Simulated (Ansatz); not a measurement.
```cif
data_structure
_symmetry_space_group_name_H-M 'P 1'
_symmetry_Int_Tables_number 1
_cell_length_a 3.1130
_cell_length_b 3.1130
_cell_length_c 4.9810
_cell_angle_alpha 90.000
_cell_angle_beta 90.000
_cell_angle_gamma 120.000
_cell_volume 41.80
loop_
_atom_site_label
_atom_site_type_symbol
_atom_site_fract_x
_atom_site_fract_y
_atom_site_fract_z
_atom_site_occupancy
Al1 Al 0.33333 0.66667 0.99902 1
Al2 Al 0.66667 0.33333 0.49902 1
N1 N 0.33333 0.66667 0.38098 1
N2 N 0.66667 0.33333 0.88098 1
```

Space group P6₃mc.

These are results of Ansatz, DFT HSE06, spin-orbit coupling, plane waves, PAW, not measurements.

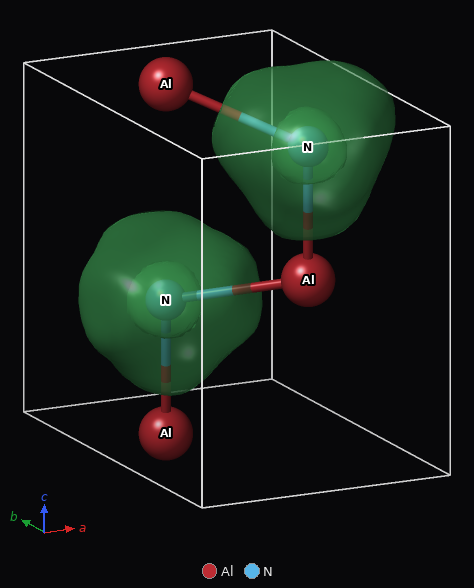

AlN. Isosurface of the electron localisation function at 0.7 (green), seen at an oblique angle. Core shells and regions of very low density are left out. Sticks mark near contacts.

Core electrons are frozen (PAW), and the valence fields are smoothed inside the atomic spheres.

Q: Where are the electrons localised?

A: The surface consists of two regions on N in which the atom's valence shell and bonds are merged, counted in one cell of 4 atoms. Any copies at cell faces, edges or corners count once. Along the contacts the grid gives the following. Al–N (1.89 Å): the ELF peaks at about 0.90 in the valence shell of N, 0.8 Å from its nucleus, and is about 0.85 at the midpoint.

Q: Metal or insulator at this level of theory?

A: It is gapped, with a Kohn–Sham gap of 5.5 eV on the k-point mesh (the band edges may lie off the mesh, which would make the gap smaller).
